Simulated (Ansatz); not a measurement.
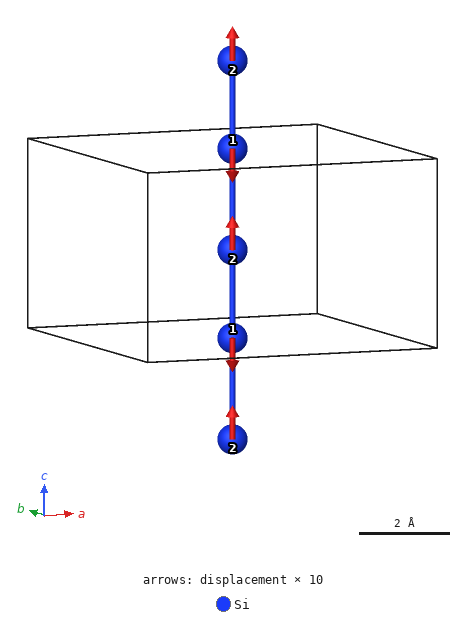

A relaxation of a wire of composition Si. The starting structure is drawn; red arrows show the displacements (the part carried along by the change of the cell is left out), magnified 10 times.

A ball-and-stick model of the cell of the calculation, with the vacuum cut short, seen slightly off an axis.

Case: dimerised chain of atoms.

Computed with Ansatz 0.2.0, DFT PBE, scalar-relativistic, plane waves, PAW. (plane-wave cutoff 420 eV; k-point mesh 1 × 1 × 15; occupations gaussian; smearing width 0.05 eV; collinear spin; cell relaxed at fixed a, b, alpha, beta, gamma; force threshold 0.01 eV/Å; at most 45 steps)

Q: Describe the change and its energy.

A: The energy falls by 0.303 eV per cell of the calculation in 2 accepted moves (3 points after the start). Largest force component: 3.4 eV/Å at the start, 0.0067 eV/Å at the end. At 1 point the geometry stayed and the basis and grid were re-selected for the new cell (energy shift of 0.4 meV per cell of the calculation at most each time). The largest moves relative to the layer's centre, 0.077 Å, are those of Si1 and Si2. Along the periodic axis the drawn cell goes c 4.263 → 4.429 Å (+3.9 %). Some distances before and after: Si1–Si2 1.982 → 2.214 Å, Si1–Si2 (another image) 2.281 → 2.215 Å. The program noted that the starting moments weren't kept.

Limits of the set-up: the k-point mesh is coarse for a cell with partly filled bands.
